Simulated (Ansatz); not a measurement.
**SnSe₂: density, localisation and related maps**

```yaml
crystal:
  lattice:
    - [0.00172, 6.76672, 0.00000]
    - [-3.71681, -0.00095, 0.00000]
    - [0.00000, 0.00000, 7.13076]
  atoms:
    - { symbol: Sn, position: [0.00000, 0.00000, 0.00000] }
    - { symbol: Sn, position: [0.50000, 0.50000, 0.00000] }
    - { symbol: Se, position: [0.16850, 0.50004, 0.77367] }
    - { symbol: Se, position: [0.66850, 0.00004, 0.77367] }
    - { symbol: Se, position: [0.33150, 0.99996, 0.22633] }
    - { symbol: Se, position: [0.83150, 0.49996, 0.22633] }
```

Space group C2/m; a structure from a database of computed crystals, not necessarily the ambient phase; changed on purpose from its base cell (uniaxial strain along a, b, c and atoms relaxed: -4.0 %).

All numbers below come from DFT PBE, scalar-relativistic, plane waves, PAW (Ansatz 0.2.0).

Core electrons are frozen (PAW), and the valence fields are smoothed inside the atomic spheres.

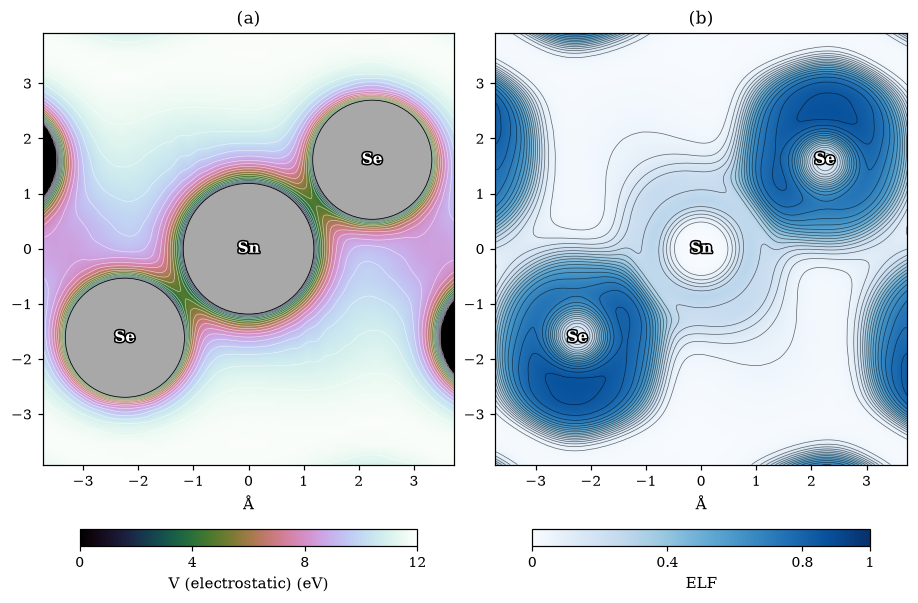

Figure 1. (a) electrostatic potential (local pseudopotential plus Hartree) felt by an electron; (b) ELF on the (010) plane of the conventional cell. Grey discs cover the atomic cores in the potential map.

### Read the bonding off the picture.

The plane passes through Sn and Se nuclei.
Sn–Se (2.76 Å): the ELF is about 0.60 at the midpoint.
The ELF also peaks beside Se, away from the bonds: lone-pair regions.
Outside the cores the potential energy rises away from the atoms and is highest about 2.3 Å from the nearest atoms; its zero is arbitrary.

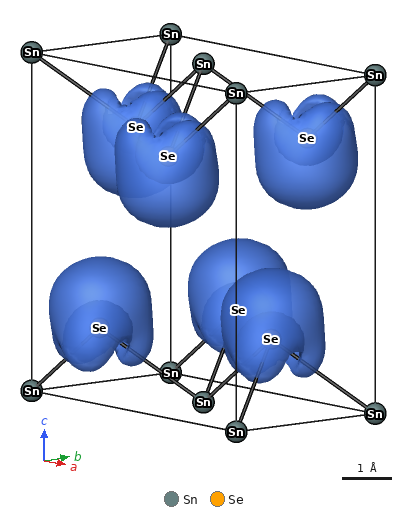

Figure 2. Isosurface of the ELF at 0.75 (blue), seen at an oblique angle. Only the valence region is drawn (cores and ρ < 0.01 e/Å³ removed). Sticks mark near contacts.

### Identify the bonds, lone pairs and shells in this picture.

At this value the surface marks out four regions wrapped around Se (the valence shell of each), counted in one cell of 6 atoms. Any copies at cell faces, edges or corners count once. Profiles from the grid: Sn–Se (2.71 Å): the ELF is about 0.60 at the midpoint.

### Does the calculation give a band gap?

It is gapped, with a Kohn–Sham gap of 0.37 eV on the k-point mesh (the band edges may lie off the mesh, which would make the gap smaller).
